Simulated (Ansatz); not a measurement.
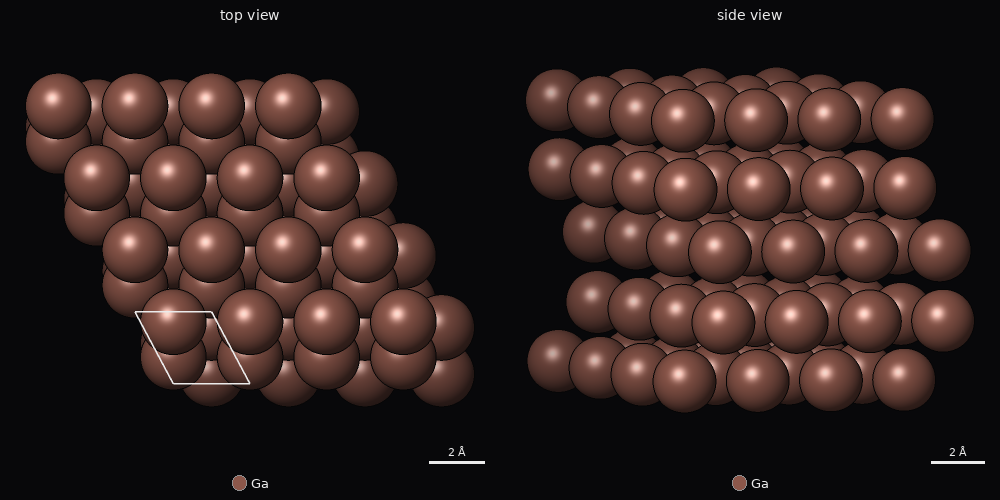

Ga(101) (I4/mmm bulk, 5 atomic planes (those closer than 0.6 Å count as one), 10 Å), seen from above and from the side.

Level of theory: Ansatz 0.2.0, DFT PBE, scalar-relativistic, plane waves, PAW. Cutoff 420 eV, 29 × 27 k-points, Gaussian smearing 0.1 eV, dipole correction. The slab is a cut without reconstruction beyond its cell, at the source's lattice constants, with its lower half held fixed and the rest relaxed. Relaxation changes the spacing of inner planes by up to 6 %, all the same way; the held half keeps the source's spacing. No spin polarisation. The run couldn't confirm all of its levels under its output density. The run warns that the functional's potential is rough in the thin density of the vacuum, where the tip is; weak contrasts and barriers may feel it.

The STM signal is simulated in the Tersoff–Hamann approximation. Bias windows are sharp sums over the levels of the k mesh.

Input file:

```yaml
crystal:
  lattice:
    - [2.808, 0.0, 0.0]
    - [-1.404, 2.63432287, 0.0]
    - [0.0, 0.0, 27.5038192691]
  atoms:
    - { symbol: Ga, position: [0.284050925, 0.56810185, 0.3272272811] }
    - { symbol: Ga, position: [0.568101855, 0.13620371, 0.4136136406] }
    - { symbol: Ga, position: [0.8917629869, 0.7835259738, 0.5054413609] }
    - { symbol: Ga, position: [0.1854707904, 0.3709415808, 0.5972932548] }
    - { symbol: Ga, position: [0.4314412278, 0.8628824556, 0.6886642927] }
basis:
  ecutwfc: 420
  fft_grid_basis: typed
kpoints:
  mp_grid: { grid: [29, 27, 1] }
hamiltonian:
  xc: pbe
scf:
  occupations: { method: gaussian, width: 0.1 }
output:
  forces: true
  eigenvalues: true
  band_densities:
    - { e_range: [-2.0, -1.0] }
    - { e_range: [-1.0, -0.5] }
    - { e_range: [-0.5, -0.25] }
    - { e_range: [-0.25, 0.0] }
    - { e_range: [0.0, 0.25] }
    - { e_range: [0.25, 0.5] }
    - { e_range: [0.5, 1.0] }
    - { e_range: [1.0, 1.5] }
  band_residual_tolerance: 1.0e-05
  write_potential: true
  elf: true
  write_density: true
  volumetric_format: npy
efield:
  axis: 3
  dipole_correction: true
  ramp_width: 0.04
checkpoint:
  read: start.run
  write: ck
  compress: false
  write_wavefunctions: false
  write_every: 100000
```

Run with:

```sh
ansatz run input.yaml --threads 1 --pin off --max-ram 2211MiB --backend cpu --events-out ev --progress --plain --runs-dir out
```

This last single point, started from the relaxation's saved density, took 12 min on 1 thread of Arm Neoverse V1, on a shared host, peak memory 1.9 GiB.

### What does a constant-height image 3.0 Å above the topmost atom show at −0.25 V?

The brightest spots lie over the top Ga atoms; the darkest points are over the sites above the Ga atoms 2.5 Å below the top plane. The brightest point carries 1.2 times the current of the darkest. So weak a contrast (1.21 times) depends on the k-mesh and on the tip.

### Predict the constant-height image 3.5 Å above the topmost atom at +0.25 V.

The brightest spots lie over the top Ga atoms; the darkest points are over the sites above the Ga atoms 2.5 Å below the top plane. The brightest point carries 1.2 times the current of the darkest. So weak a contrast (1.17 times) depends on the k-mesh and on the tip.

The computed images, with the atoms seen from above drawn over one corner (deeper ones smaller):

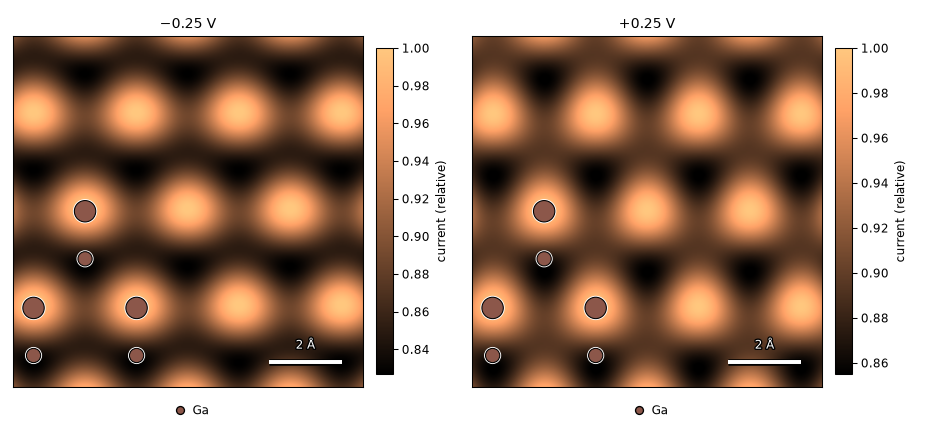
